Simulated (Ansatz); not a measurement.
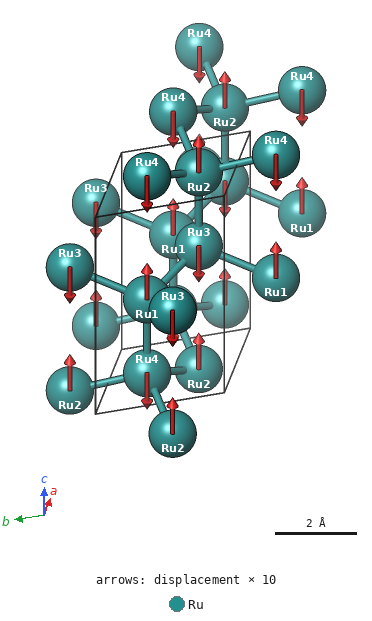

This is a relaxation of a crystal of Ru (built on the lonsdaleite_194 type) (coarse preliminary run). The starting structure is drawn; red arrows show the displacements (the part carried along by the change of the cell is left out), 10 times their true length.

Style: ball-and-stick. Shown: the cell of the calculation, repeated 2 × 1 × 1 with one cell outlined, from a free direction.

Case: lonsdaleite type (P6_3/mmc, No. 194).

Theory: DFT r2SCAN, scalar-relativistic, plane waves, PAW in Ansatz. (plane-wave cutoff 500 eV; k-point mesh 6 × 6 × 4; occupations gaussian; smearing width 0.1 eV; no spin polarisation; cell and atoms relaxed; force threshold 0.04 eV/Å; at most 70 steps)

**What did the optimiser do to the structure, and how much energy did it gain?**

After 7 accepted moves (9 points after the start) the energy has fallen by 8.116 eV per cell of the calculation. The largest force component goes from 0.11 to 0.002 eV/Å. The pressure goes from 147.05 to 0.02 GPa. The SCF was repeated twice at an unchanged geometry on a basis and grid sized afresh for the cell, which shifted the energy by 24.7 meV per cell of the calculation at most. The largest moves relative to the cell, 0.10 Å, are those of Ru1, Ru2, Ru3 and Ru4. Ru1 goes along +c. The drawn cell changes as follows: a = b 3.379 → 3.989 Å (+18.1 %), c 5.576 → 5.616 Å (+0.7 %); the volume changes by +40.4 %. Near-neighbour distances that change, for instance: Ru1–Ru3 2.072 → 2.356 Å, Ru1–Ru4 2.091 → 2.314 Å. Among the angles between lasting bonds that change: Ru3–Ru1–Ru4 109.7° → 102.1°, Ru3–Ru1–Ru3 109.3° → 115.7°. The space group stays P6_3/mmc (No. 194).
